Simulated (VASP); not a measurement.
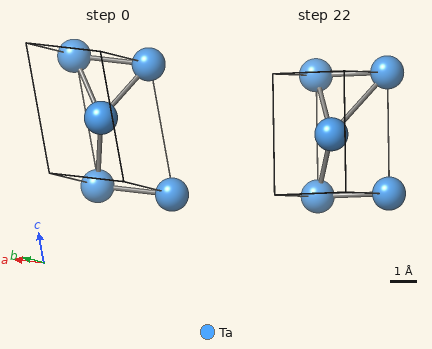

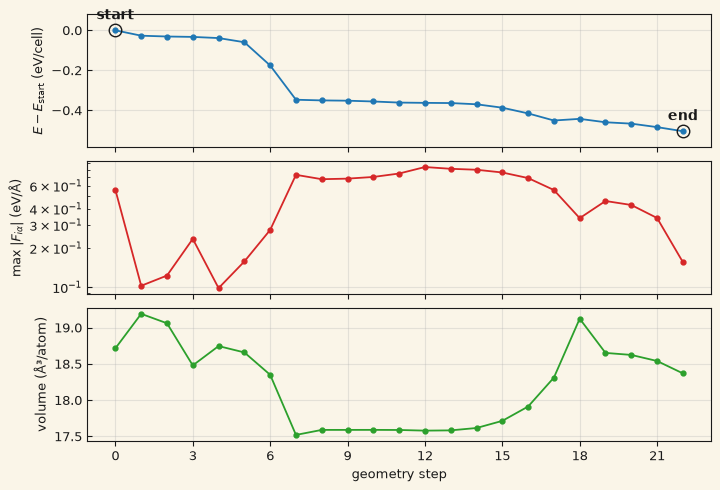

First and last geometry of a relaxation of a crystal of Ta (set up in P-1), with the history of the run. A ball-and-stick model of the cell of the calculation, reduced to other axes, seen from a free direction. Lengths and directions refer to the drawn axes.

The run lets cell and atoms move.

The calculation used Kohn-Sham DFT of a periodic cell, PBE, VASP PAW PBE potentials, recommended in VASP 6.6.1.

The input:
```
PREC     = Accurate       # precision mode
ENCUT    = 600            # plane-wave cutoff, eV
EDIFF    = 1E-6           # SCF threshold, eV
ISMEAR   = 1              # smearing method
SIGMA    = 0.2            # smearing width, eV
LREAL    = F              # projectors in reciprocal space
LASPH    = T              # aspherical terms in the spheres
NELM     = 60             # most SCF steps
ALGO     = Fast           # electronic algorithm
ISIF     = 3              # what is computed and relaxed
LWAVE    = F              # write WAVECAR
LCHARG   = F              # write CHGCAR
GGA      = PE             # functional
IBRION   = 2              # ionic algorithm
NSW      = 40             # ionic steps
EDIFFG   = -0.02          # ionic threshold
```

Command:
```bash
cat potpaw_PBE.64/Ta_pv/POTCAR > POTCAR
mpirun -np 1 vasp_std > vasp.out
```

> What do the curves and the structures tell?

The run was cut off at its time limit before the relaxation converged, so the last structure is only a point on the way. The largest moves relative to the cell, 0.083 Å, are those of Ta atoms. The volume changes by −1.8 %, with a 2.971 → 2.878 Å (−3.1 %), b 2.980 → 2.883 Å (−3.3 %), c 5.138 → 4.712 Å (−8.3 %), α 74.1° → 90.3°, β 73.7° → 90.7°, γ 60.3° → 70.0°. Near-neighbour distances that change, for instance: Ta–Ta 4.238 → 3.356 Å, Ta–Ta 4.124 → 3.279 Å, Ta–Ta 2.869 → 3.354 Å, Ta–Ta 2.989 → 3.305 Å. The space group stays P-1 (No. 2). Over 22 geometry steps the energy falls by 0.504 eV per cell of the calculation. Largest force component: 0.56 eV/Å at the start, 0.16 eV/Å at the end. The pressure goes from 1.49 to −0.31 GPa.
